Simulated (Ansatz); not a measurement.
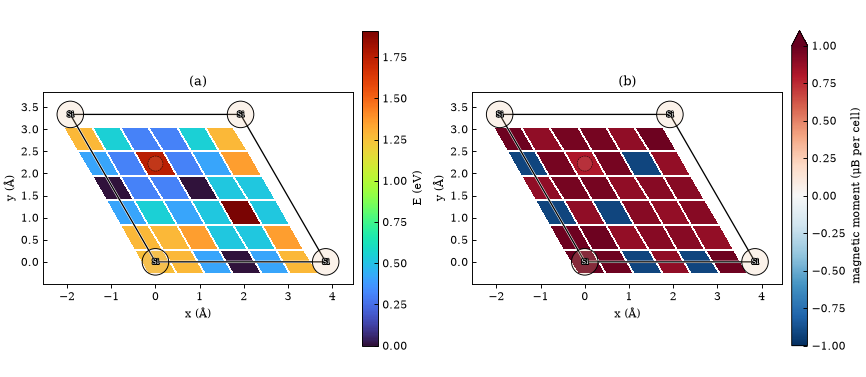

N on a Si(001) slab cut from the P6_3/mmc phase, its upper half relaxed before the scan (6 atoms of substrate and one adsorbate in a 1 × 1 cell). N is moved over the surface cell; relaxed at each place: the height of the adsorbate's atoms; substrate rigid; the origin of the map has the adsorbate above Si6. Places are given modulo a cell vector. The map is drawn in real space over the plane of the surface. The scan uses a 6 × 6 grid; 10 points were computed and 26 follow by symmetry. Energies: eV, counted from the lowest grid point. At some places the adsorbate sinks to or below the level of the top layer. With one adsorbate in each 1 × 1 cell, its nearest image is 3.9 Å away, so neighbouring adsorbates interact. Method: DFT PBE, scalar-relativistic, plane waves, PAW in Ansatz 0.2.0. Settings: cutoff 420 eV, k-mesh 9×9×1, gaussian smearing 0.05 eV, spin-polarised.

Panel (a) is the energy and panel (b) the computed magnetic moment on the same grid.

In the figure: one coloured cell a grid point, labelled circles for the atoms of the top layer and small ones for the second layer, the outline of one cell of the plane.

> How does the magnetic moment vary over the map, and what is it at the lowest grid point?

It runs from −0.92 μB per cell at (0/6, 2/6) of the cell vectors [nearest 1 Si at 1.59 Å] to 1.00 μB per cell at the top site over a surface Si atom, (0/6, 0/6) of the cell vectors. At the lowest grid point, a bridge site between two Si atoms, (0/6, 3/6) of the cell vectors, it is 0.89 μB per cell.
